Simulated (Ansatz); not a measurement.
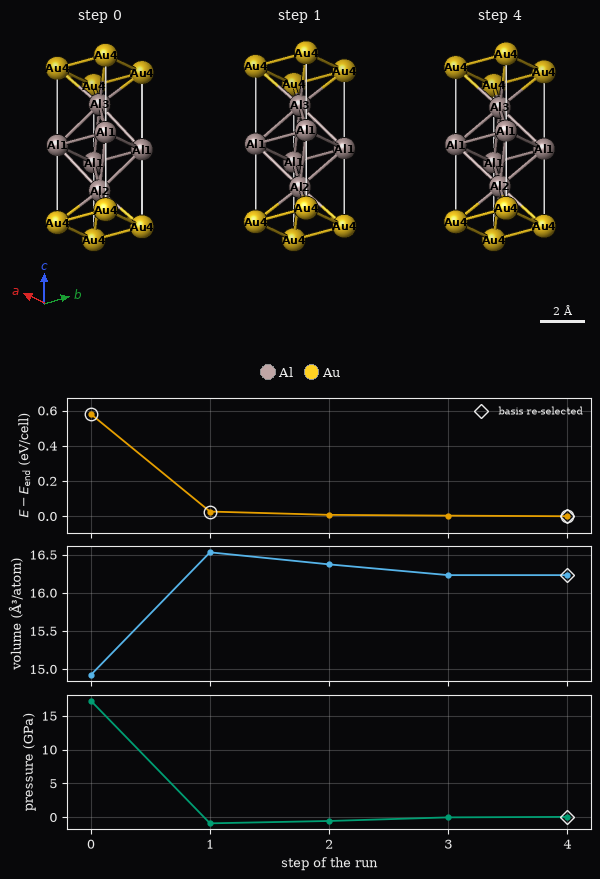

Frames of a relaxation of crystalline Al$_{3}$Au (a generated structure, set up in P4/mmm) (coarse preliminary run), marked on the history of the run. The picture is a ball-and-stick view of the cell of the calculation, seen from a free direction.

Case: Cu → Au on all its sites, cell and atoms relaxed.

Method: DFT PBEsol, scalar-relativistic, plane waves, PAW (Ansatz 0.2.0). Settings: plane-wave cutoff 420 eV; k-point mesh 8 × 8 × 4; occupations gaussian; smearing width 0.1 eV; no spin polarisation; cell and atoms relaxed; force threshold 0.05 eV/Å; at most 60 steps.

> Describe the path.

The largest moves relative to the cell, 0.19 Å, are those of Al2 and Al3. Al2 goes along +c. Au stays in place. The drawn cell changes as follows: a = b 2.795 → 2.914 Å (+4.3 %), c 7.644 → 7.647 Å (0.0 %); the volume changes by +8.8 %. Some distances before and after: Al2–Au4 2.598 → 2.784 Å, Al1–Al1 2.795 → 2.914 Å, Au4–Au4 2.795 → 2.914 Å, Al1–Al2 2.909 → 2.837 Å. The space group stays P4/mmm (No. 123). The energy falls by 0.580 eV per cell of the calculation in 3 accepted moves (4 points after the start). Largest force component: 1.8 eV/Å at the start, 0.0021 eV/Å at the end. The pressure goes from 17.24 to 0.05 GPa. The SCF was repeated once at an unchanged geometry on a basis and grid sized afresh for the cell, which shifted the energy by 3.4 meV per cell of the calculation at most. Cost: 9.2 s on 2 threads of Intel(R) Xeon(R) Platinum 8488C (Sapphire Rapids), with other jobs on the host, peak memory 0.4 GiB. From step 0 to 1: Al atoms move most (0.13 Å), volume +10.8 %, energy −0.554 eV per cell of the calculation. From step 1 to 4: Al atoms move most (0.06 Å), volume −1.8 %, energy −26.7 meV per cell of the calculation.
